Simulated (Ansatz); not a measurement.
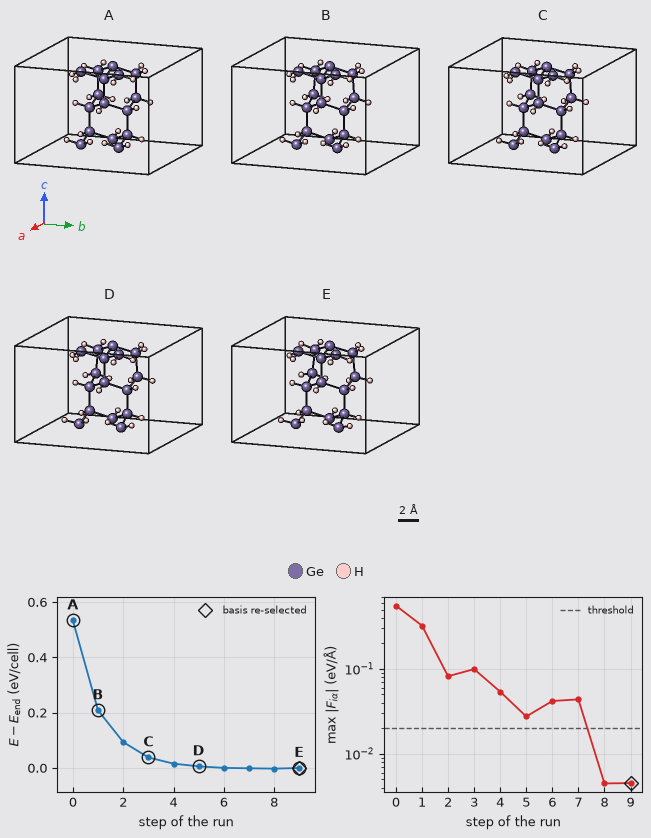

Frames of a relaxation of a wire of composition Ge₈H₁₁, marked on the history of the run. The picture is a ball-and-stick view of the cell of the calculation, with the vacuum cut short (origin shifted), seen slightly off an axis.

Case: wire along [1 1 1], 16 atoms a period, capped with H.

These are results of DFT PBE, scalar-relativistic, plane waves, PAW in Ansatz, not measurements.

The input:
```yaml
crystal:
  lattice:
    - [16.6, 0.0, 0.0]
    - [0.0, 15.9, 0.0]
    - [0.0, 0.0, 9.9784709762]
  atoms:
    - { symbol: Ge, position: [0.5708418122, 0.5, 0.1666666667] }
    - { symbol: Ge, position: [0.4291581878, 0.5, 0.75] }
    - { symbol: Ge, position: [0.4291581878, 0.5, 0.5] }
    - { symbol: Ge, position: [0.5708418122, 0.5, 0.4166666667] }
    - { symbol: Ge, position: [0.3583163756, 0.371896424, 0.1666666667] }
    - { symbol: Ge, position: [0.6416836244, 0.371896424, 0.5] }
    - { symbol: Ge, position: [0.5, 0.628103576, 0.8333333333] }
    - { symbol: Ge, position: [0.5, 0.371896424, 0.0833333333] }
    - { symbol: Ge, position: [0.3583163756, 0.628103576, 0.4166666667] }
    - { symbol: Ge, position: [0.6416836244, 0.628103576, 0.75] }
    - { symbol: Ge, position: [0.3583163756, 0.628103576, 0.1666666667] }
    - { symbol: Ge, position: [0.6416836244, 0.628103576, 0.5] }
    - { symbol: Ge, position: [0.5, 0.371896424, 0.8333333333] }
    - { symbol: Ge, position: [0.5, 0.628103576, 0.0833333333] }
    - { symbol: Ge, position: [0.3583163756, 0.371896424, 0.4166666667] }
    - { symbol: Ge, position: [0.6416836244, 0.371896424, 0.75] }
    - { symbol: H, position: [0.6583072293, 0.5, 0.1152225792] }
    - { symbol: H, position: [0.3416927707, 0.5, 0.8014440874] }
    - { symbol: H, position: [0.3145836671, 0.2928143652, 0.1152225792] }
    - { symbol: H, position: [0.3145836671, 0.4509784828, 0.1152225792] }
    - { symbol: H, position: [0.5979509158, 0.2928143652, 0.4485559126] }
    - { symbol: H, position: [0.7291490415, 0.371896424, 0.4485559126] }
    - { symbol: H, position: [0.4562672914, 0.7071856348, 0.7818892459] }
    - { symbol: H, position: [0.5437327086, 0.2928143652, 0.1347774208] }
    - { symbol: H, position: [0.4020490842, 0.7071856348, 0.4681107541] }
    - { symbol: H, position: [0.2708509585, 0.628103576, 0.4681107541] }
    - { symbol: H, position: [0.6854163329, 0.7071856348, 0.8014440874] }
    - { symbol: H, position: [0.6854163329, 0.5490215172, 0.8014440874] }
    - { symbol: H, position: [0.3145836671, 0.7071856348, 0.1152225792] }
    - { symbol: H, position: [0.3145836671, 0.5490215172, 0.1152225792] }
    - { symbol: H, position: [0.5979509158, 0.7071856348, 0.4485559126] }
    - { symbol: H, position: [0.7291490415, 0.628103576, 0.4485559126] }
    - { symbol: H, position: [0.4562672914, 0.2928143652, 0.7818892459] }
    - { symbol: H, position: [0.5437327086, 0.7071856348, 0.1347774208] }
    - { symbol: H, position: [0.4020490842, 0.2928143652, 0.4681107541] }
    - { symbol: H, position: [0.2708509585, 0.371896424, 0.4681107541] }
    - { symbol: H, position: [0.6854163329, 0.2928143652, 0.8014440874] }
    - { symbol: H, position: [0.6854163329, 0.4509784828, 0.8014440874] }
basis:
  ecutwfc: 420
kpoints:
  mp_grid: { grid: [1, 1, 6] }
hamiltonian:
  xc: pbe
scf:
  occupations: { method: gaussian, width: 0.05 }
output:
  forces: true
  stress: true
  eigenvalues: true
  populations: true
  write_density: true
  write_potential: true
  elf: true
  volumetric_format: npy
relax:
  adjacent_minimum: "off"
  f_tol: 0.02
  max_steps: 45
  cell: { fix: [a, b, alpha, beta, gamma], stress_tol: 0.03 }
```

Run as
```bash
ansatz run input.yaml --threads 4 --pin off --max-ram 11264MiB --backend cpu --events-out ev --progress --plain --runs-dir out
```

### What happens along the run?

Over 8 accepted moves (9 points after the start) the energy falls by 0.534 eV per cell of the calculation. Largest force component: 0.56 eV/Å at the start, 0.0045 eV/Å at the end. At 1 point the geometry stayed and the basis and grid were re-selected for the new cell (energy shift of 2.3 meV per cell of the calculation at most each time). The largest moves relative to the layer's centre, 0.57 Å, are those of H19, H27, H29 and H37. Largest moves by element: H 0.57 Å, Ge 0.31 Å. Along the periodic axis the drawn cell goes c 9.978 → 9.910 Å (−0.7 %). Near-neighbour distances that change, for instance: Ge10–Ge12 2.495 → 2.446 Å, Ge1–Ge14 2.495 → 2.456 Å, Ge1–Ge4 2.495 → 2.469 Å, Ge1–H17 1.540 → 1.555 Å. Bond angles that change, for instance: Ge3–Ge15–Ge5 109.5° → 113.5°, Ge8–Ge5–Ge15 109.5° → 112.7°, Ge8–Ge1–Ge14 109.5° → 111.7°. Cost: 7.2 min on 4 threads of Arm Neoverse V2, with other jobs on the host, peak memory 7.4 GiB. From step 0 to 1: H atoms move most (0.19 Å), energy −0.325 eV per cell of the calculation. From step 1 to 3: H atoms move most (0.20 Å), energy −0.170 eV per cell of the calculation. From step 3 to 5: H atoms move most (0.13 Å), energy −32.3 meV per cell of the calculation. From step 5 to 9: H atoms move most (0.13 Å), energy −5.9 meV per cell of the calculation.
